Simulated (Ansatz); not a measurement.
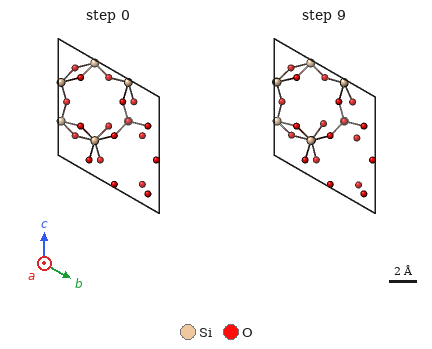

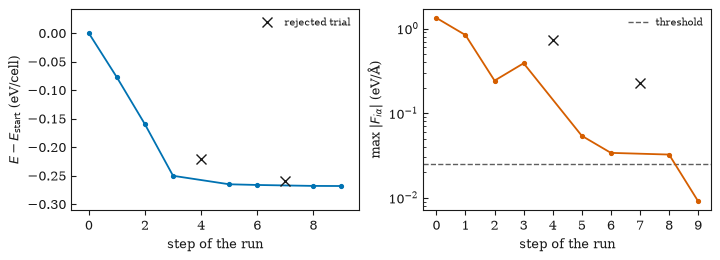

First and last geometry of a relaxation of a defect cell of composition Si$_{11}$O$_{24}$, with the history of the run. A ball-and-stick model of the cell of the calculation (origin shifted), seen along the a axis.

Case: Si vacancy (site f), charge +0, atoms relaxed at the host's cell.

Theory: DFT PBE, scalar-relativistic, plane waves, PAW (Ansatz). Settings: plane-wave cutoff 420 eV; k-point mesh 2 × 2 × 2; occupations gaussian; smearing width 0.01 eV; collinear spin; atoms relaxed in a fixed cell; force threshold 0.025 eV/Å; at most 45 steps.

> What do the curves and the structures tell?

It converged. Over 7 accepted moves (9 points after the start) the energy falls by 0.268 eV per cell of the calculation. Largest force component: 1.3 eV/Å at the start, 0.0091 eV/Å at the end. The line search rejected the trial steps at points 4, 7 of the run. The largest moves, 0.21 Å, are those of O atoms. By element the largest moves are O 0.21 Å, Si 0.06 Å. The lattice vectors keep their values. Near-neighbour distances that change, for instance: O–Si 1.615 → 1.675 Å, O–Si 1.624 → 1.657 Å. Among the angles between lasting bonds that change: O–Si–O 109.5° → 117.4°, O–Si–O 109.5° → 102.7°, Si–O–Si 180.0° → 175.9°.

```tsv
step	E − E(0), meV/atom	largest force component, eV/Å	note
0	0.00	1.3337	
1	-2.21	0.8363	
2	-4.57	0.2421	
3	-7.15	0.3885	
4	-6.32	0.7389	rejected
5	-7.57	0.0539	
6	-7.61	0.0339	
7	-7.39	0.2253	rejected
8	-7.65	0.0324	
9	-7.66	0.0091
```
